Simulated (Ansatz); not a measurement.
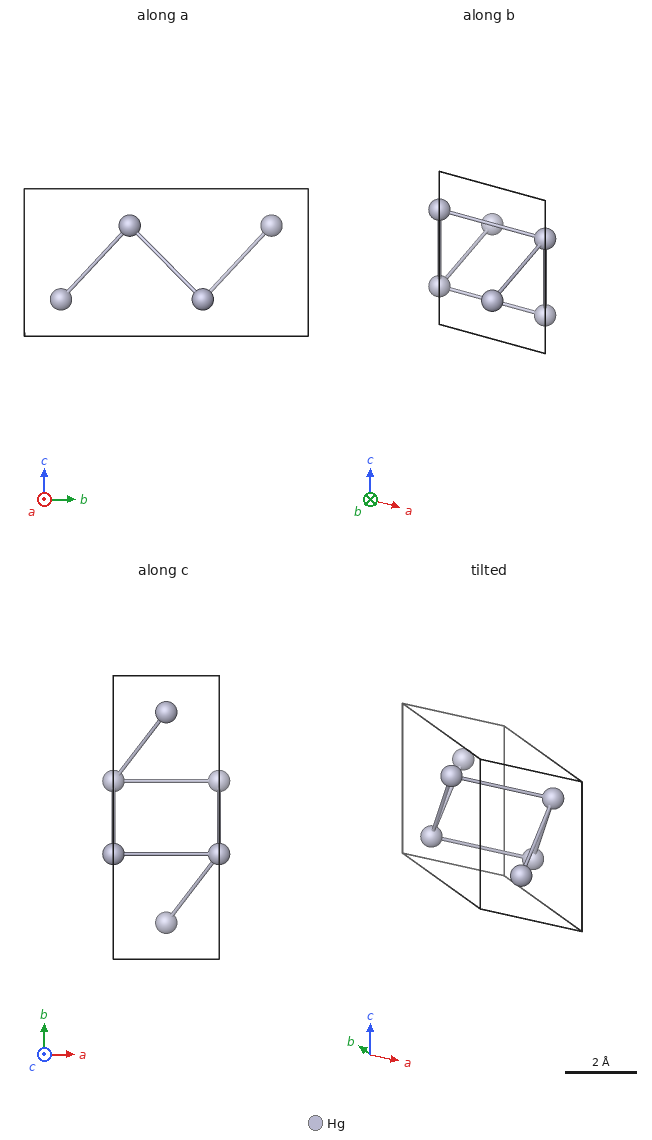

Drawn in the ball-and-stick manner and seen along the a axis, along the b axis, along the c axis and slightly off an axis. One conventional unit cell is framed, with atoms on its boundary repeated.

Lattice parameters: a = 3.0905 Å, b = 7.9975 Å, c = 4.3132 Å, α = 90.000°, β = 105.419°, γ = 90.000°.

Question: From the views, write a CIF with its space group and independent sites, with free fractional coordinates to two decimals.

Answer:
```cif
data_structure
_symmetry_space_group_name_H-M 'C 2/c'
_symmetry_Int_Tables_number 15
_cell_length_a 3.0905
_cell_length_b 7.9975
_cell_length_c 4.3132
_cell_angle_alpha 90.000
_cell_angle_beta 105.419
_cell_angle_gamma 90.000
_cell_volume 102.77
loop_
_atom_site_label
_atom_site_type_symbol
_atom_site_symmetry_multiplicity
_atom_site_Wyckoff_symbol
_atom_site_fract_x
_atom_site_fract_y
_atom_site_fract_z
_atom_site_occupancy
Hg1 Hg 4 e 0.00 0.37 0.75 1
```

The initial geometry was a structure type filled with this element by a generator (whether the element takes this form wasn't checked). Earlier steps of the study may have refined or changed the cell and positions. It was run through Ansatz as a DFT input.
